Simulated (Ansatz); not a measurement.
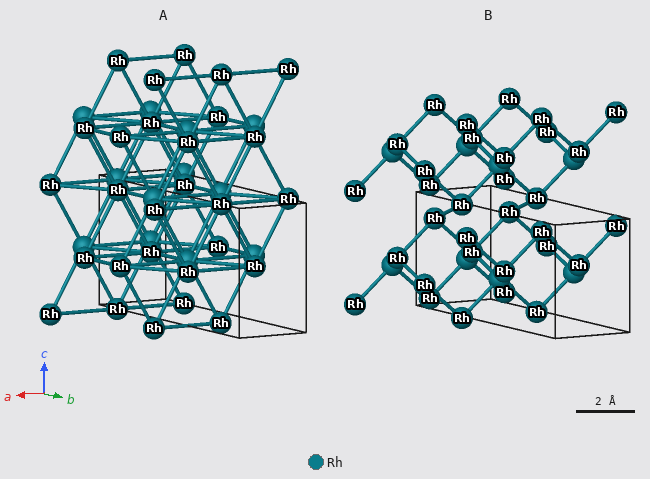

Two geometries of a crystal of Rh (built on the black phosphorus_64 type) (coarse preliminary run), drawn at one scale. One is the start of a relaxation, the other its converged end. The picture is a ball-and-stick view of the conventional cell (2 times the calculation's cell), repeated 2 × 1 × 2 with one cell outlined, seen from a free direction. Lengths and directions refer to the drawn axes.

All numbers below come from DFT PBE, scalar-relativistic, plane waves, PAW in Ansatz 0.2.0. Set-up: plane-wave cutoff 420 eV; k-point mesh 6 × 6 × 4; occupations gaussian; smearing width 0.1 eV; no spin polarisation; cell and atoms relaxed; force threshold 0.04 eV/Å; at most 70 steps.

Q: Which of the two is the end point?

A: Structure A is the relaxed one. Case: black phosphorus type (Cmce, No. 64). The energy falls by 15.985 eV per cell of the calculation in 8 accepted moves (10 points after the start). The largest force component goes from 14 to 0.00034 eV/Å. Pressure: 155.25 GPa at the start and 0.04 GPa at the end. At 2 points the geometry stayed and the basis and grid were re-selected for the new cell (energy shift of 14.1 meV per cell of the calculation at most each time). The largest moves relative to the cell, 0.50 Å, are those of Rh atoms. Cell: a 3.017 → 2.694 Å (−10.7 %), b 9.571 → 9.656 Å (+0.9 %), c 3.993 → 4.561 Å (+14.2 %). Volume +2.9 %. Among the contacts that change: Rh–Rh 1.977 → 2.649 Å, Rh–Rh 3.355 → 2.709 Å, Rh–Rh 2.009 → 2.478 Å, Rh–Rh 3.106 → 2.649 Å. New bonds form: Rh–Rh (3.36 → 2.71 Å). Among the angles between lasting bonds that change: Rh–Rh–Rh 99.5° → 61.1°, Rh–Rh–Rh 103.4° → 90.0°. The space group (tolerance 0.01 Å) goes from Cmce (No. 64) to Fmmm (No. 69). The run took roughly 23 core-seconds on a shared host.

Limits of the set-up: the k-point mesh is coarse for a cell with partly filled bands.
